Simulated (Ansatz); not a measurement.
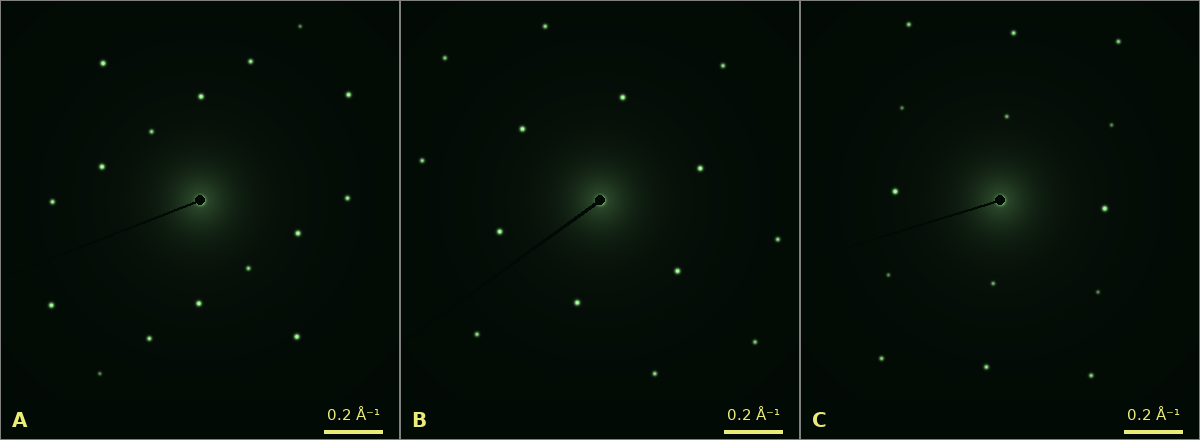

The patterns are kinematic simulations for 200 kV electrons (no multiple scattering; isotropic B = 0.5 Å²).

All three come from Lu, space group P6/mmm (No. 191), a = 5.435 Å, c = 3.410 Å (hexagonal axes). Structure: the geometry relaxed with DFT, PBE, plane waves (420 eV) with PAW, scalar-relativistic in Ansatz 0.2.0; the starting structure was generated, so it need not be a known form of this composition.

Question: Assign the zone axes [001], [100], [210] to A, B and C.

Answer: A is [100]: rectangular net of 0 1 0 (itself too weak to see) at d = 4.71 Å and 0 0 1 at d = 3.41 Å, at 90.0°. B is [001]: hexagonal net of 2 -1 0 at d = 2.72 Å and 1 1 0 at d = 2.72 Å, at 60.0°. C is [210]: rectangular net of 0 0 1 at d = 3.41 Å and 1 -2 0 at d = 2.72 Å, at 90.0°.
